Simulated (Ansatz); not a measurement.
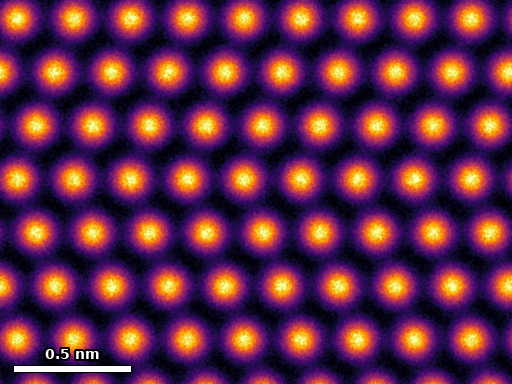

Integrated-DPC-like image of W (Fm-3m, No. 225) along [110]. Simulated as the projected potential of neutral atoms (B = 0.5 Å²) blurred by a 1.13 Å probe, the thin-sample limit of integrated differential phase contrast. Shot noise was added.

One planar defect was built into the perfect crystal by geometry alone, without relaxation. Host structure: the geometry given to an electronic-structure calculation, possibly off equilibrium; the starting structure was generated, so it need not be a known form of this composition.

> Where does the periodic pattern break, and how?

A twin boundary runs horizontally about 8 Å below the top edge. The part above it is the mirror image of the part below, so slanted rows of columns change direction there; the row on the boundary belongs to both.
